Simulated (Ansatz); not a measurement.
# Calculations on AlCu3

## 1. Relaxation

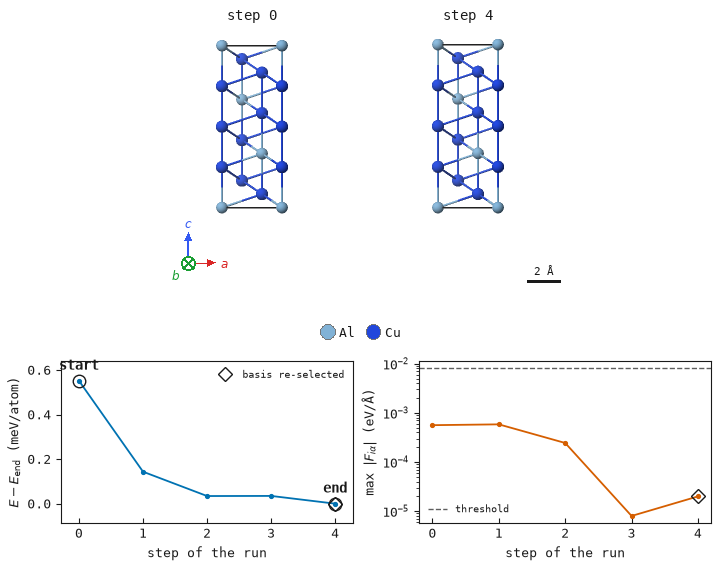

First and last geometry of a relaxation of solid AlCu₃ (set up in R-3m), with the history of the run. Style: ball-and-stick. Shown: the conventional cell (3 times the calculation's cell), along the b axis. Lengths and directions refer to the drawn axes.

Case: biaxial strain in the a-b plane of +3.0 %; c and atoms relaxed.

All numbers below come from DFT r2SCAN, scalar-relativistic, plane waves, PAW (Ansatz). Settings: plane-wave cutoff 500 eV; k-point mesh 16 × 16 × 16; occupations gaussian; smearing width 0.1 eV; no spin polarisation; cell relaxed at fixed a, b, gamma; force threshold 0.008 eV/Å; at most 40 steps.

Q: Read the history and describe the run.

A: It converged. The atoms keep their places relative to the cell (all moves are under 0.005 Å). The drawn cell changes as follows: a = b unchanged at 4.211 Å, c 9.833 → 9.898 Å (+0.7 %); the volume changes by +0.7 %. Near-neighbour distances that change, for instance: Al–Cu 2.458 → 2.475 Å, Cu–Cu 2.458 → 2.474 Å. The space group stays R-3m (No. 166). Over 3 accepted moves (4 points after the start) the energy falls by 0.6 meV per atom. Largest force component: 0.00056 eV/Å at the start, under 0.0001 eV/Å at the end. Pressure: −5.17 GPa at the start and −6.07 GPa at the end. At 1 point the geometry stayed and the basis and grid were re-selected for the new cell (energy shift of less than 0.05 meV per atom at most each time). The run took 4.5 min on 1 thread of Intel(R) Xeon(R) 6975P-C (Granite Rapids) (shared host), peak memory 1.1 GiB.

```
step  E − E(0), meV/atom  largest force component, eV/Å  pressure, GPa  volume, Å³/atom                      note
   0                0.00                         0.0006          -5.17           12.582                          
   1               -0.41                         0.0006          -5.65           12.625                          
   2               -0.52                         0.0002          -6.07           12.663                          
   3               -0.52                         0.0000          -6.08           12.664                          
   4               -0.55                         0.0000          -6.07           12.664  same geometry, new basis
```

## 2. Relaxation

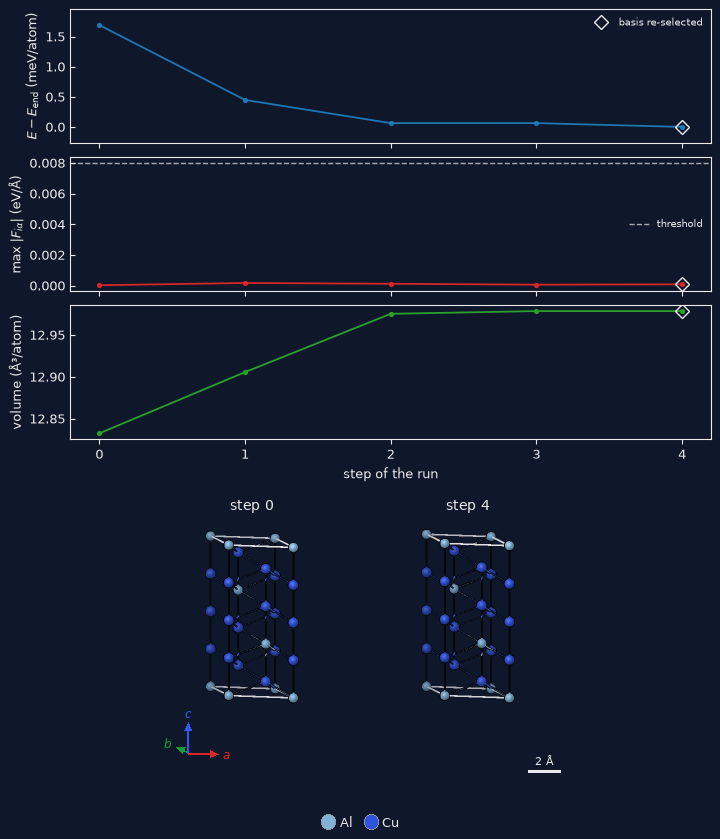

First and last geometry of a relaxation of crystalline AlCu₃ (set up in R-3m), with the history of the run. Style: ball-and-stick. Shown: the conventional cell (3 times the calculation's cell), slightly off an axis. Lengths and directions refer to the drawn axes.

Case: biaxial strain in the a-b plane of +4.5 %; c and atoms relaxed.

Computed with DFT r2SCAN, scalar-relativistic, plane waves, PAW in Ansatz 0.2.0. Settings: plane-wave cutoff 500 eV; k-point mesh 16 × 16 × 16; occupations gaussian; smearing width 0.1 eV; no spin polarisation; cell relaxed at fixed a, b, gamma; force threshold 0.008 eV/Å; at most 40 steps.

### What do the curves and the structures tell?

It converged. Over 3 accepted moves (4 points after the start) the energy falls by 1.7 meV per atom. The pressure goes from −6.99 to −8.51 GPa. The SCF was repeated once at an unchanged geometry on a basis and grid sized afresh for the cell, which shifted the energy by 0.1 meV per atom at most. The atoms keep their places relative to the cell (all moves are under 0.005 Å). Cell: a = b unchanged at 4.272 Å, c 9.743 → 9.854 Å (+1.1 %). Volume +1.1 %. Among the contacts that change: Al–Cu 2.436 → 2.464 Å, Cu–Cu 2.436 → 2.463 Å. The space group stays R-3m (No. 166). Cost: 4.8 min on 1 thread of Intel(R) Xeon(R) 6975P-C (Granite Rapids), on a shared host, peak memory 1.1 GiB.

## 3. Series

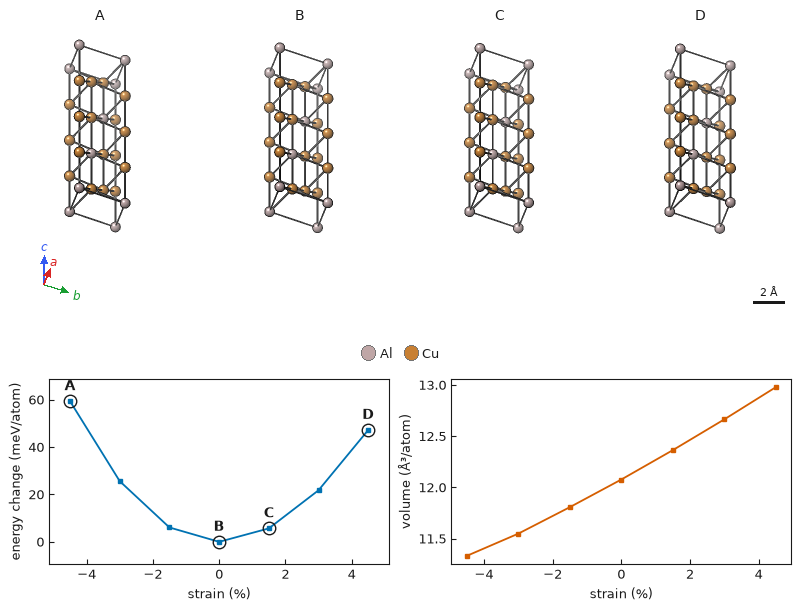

Members of a series of calculations on a crystal of AlCu₃ (set up in Fm-3m), marked on the first curve. Style: ball-and-stick. Shown: the conventional cell (3 times the calculation's cell), from a free direction. Lengths and directions refer to the drawn axes.

These are results of DFT r2SCAN, scalar-relativistic, plane waves, PAW (Ansatz 0.2.0), not measurements. Set-up: plane-wave cutoff 500 eV; k-point mesh 16 × 16 × 16; occupations gaussian; smearing width 0.1 eV; no spin polarisation.

**Which kind of strain is it, and how does the structure respond?**

Biaxial strain in the a–b plane, c and atoms relaxed. A (strain −4.5 %): energy change 59.3 meV/atom, volume 11.33 Å³ per atom. B (strain 0.0 %): energy change 0.0 meV/atom, volume 12.08 Å³ per atom. C (strain 1.5 %): energy change 5.7 meV/atom, volume 12.36 Å³ per atom. D (strain 4.5 %): energy change 47.2 meV/atom, volume 12.98 Å³ per atom. The rest compares A with D. The drawn cell changes as follows: a = b 3.904 → 4.272 Å (+9.4 %), c 10.302 → 9.854 Å (−4.3 %); the volume changes by +14.5 %. Near-neighbour distances before and after: Al–Cu 2.412 → 2.599 Å, Cu–Cu 2.412 → 2.600 Å, Cu–Cu 2.575 → 2.463 Å.
